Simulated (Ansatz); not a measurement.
**MgB2: density, localisation and related maps**

Input file:

```
crystal:
  lattice:
    - [3.085, 0.0, 0.0]
    - [-1.5425, 2.6716883707, 0.0]
    - [0.0, 0.0, 3.523]
  atoms:
    - { symbol: Mg, position: [0.0, 0.0, 0.0] }
    - { symbol: B, position: [0.3333333333, 0.6666666667, 0.5] }
    - { symbol: B, position: [0.6666666667, 0.3333333333, 0.5] }
basis:
  ecutwfc: 420
kpoints:
  mp_grid: { grid: [15, 15, 12] }
hamiltonian:
  xc: pbe
scf:
  occupations: { method: gaussian, width: 0.1 }
output:
  forces: true
  stress: true
  eigenvalues: true
  populations: true
  write_density: true
  write_potential: true
  elf: true
  volumetric_format: npy
```

Command:

```sh
ansatz run input.yaml --threads 1 --pin off --max-ram 2560MiB --backend cpu --events-out ev --progress --plain --runs-dir out
```

Below, planes, directions and counts refer to the conventional cell (a = 3.09 Å, b = 3.09 Å, c = 3.52 Å, α = 90.00°, β = 90.00°, γ = 120.00°).

Space group P6/mmm.

These are results of DFT PBE, scalar-relativistic, plane waves, PAW (Ansatz), not measurements.

The density is the valence pseudo-density of a PAW calculation; it isn't the true density close to the nuclei.

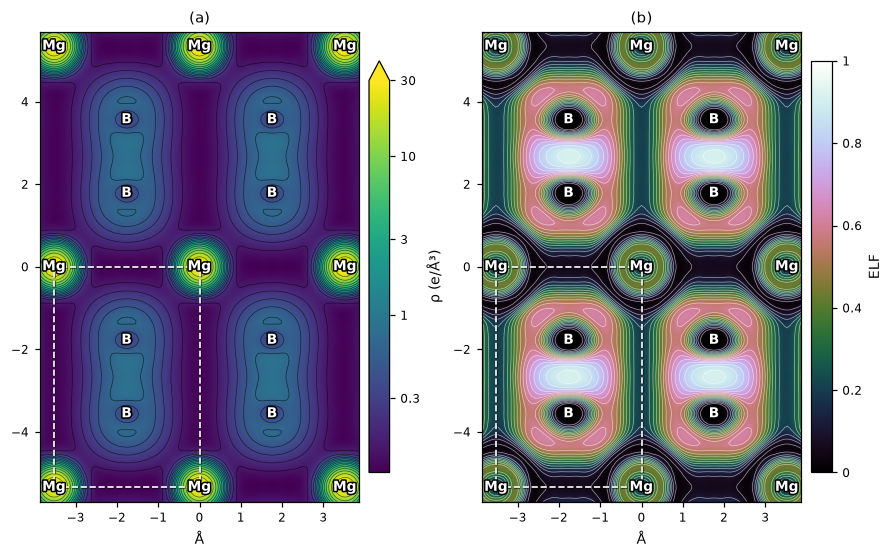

Figure 1. (a) valence electron density; (b) electron localisation function on the (110) plane of the conventional cell.

### Interpret the plot.

- Atoms in the plane: Mg and B.
- B–B (1.78 Å): the density is about 0.82 e/Å³ at the midpoint; the ELF peaks at about 0.90 between the atoms.
- Mg–B (2.51 Å): the density is about 0.21 e/Å³ at the midpoint; the ELF peaks at about 0.60 in the valence shell of B, 0.9 Å from its nucleus, and is about 0.40 at the midpoint.
- Between the atoms the lowest density in this plane is 0.1 e/Å³.

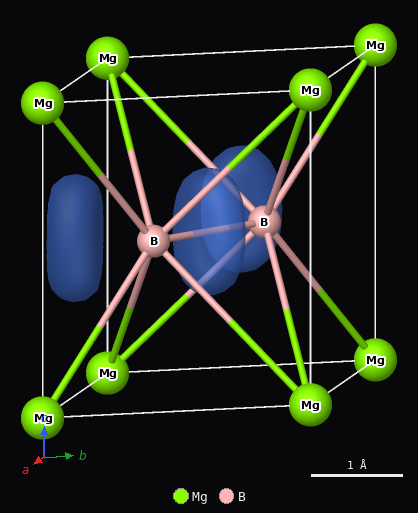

Figure 2. Isosurface of the ELF at 0.8 (blue), seen slightly off an axis. Only the valence region is drawn (cores and ρ < 0.01 e/Å³ removed). Sticks mark near contacts.

### Identify the bonds, lone pairs and shells in this picture.

At this value the surface marks out three regions between bonded B–B atoms, counted in one cell of 3 atoms. Regions shared between cells count once.

### Does the calculation make it a metal, or give it a gap?

It is gapless in this calculation (a metal or semimetal).
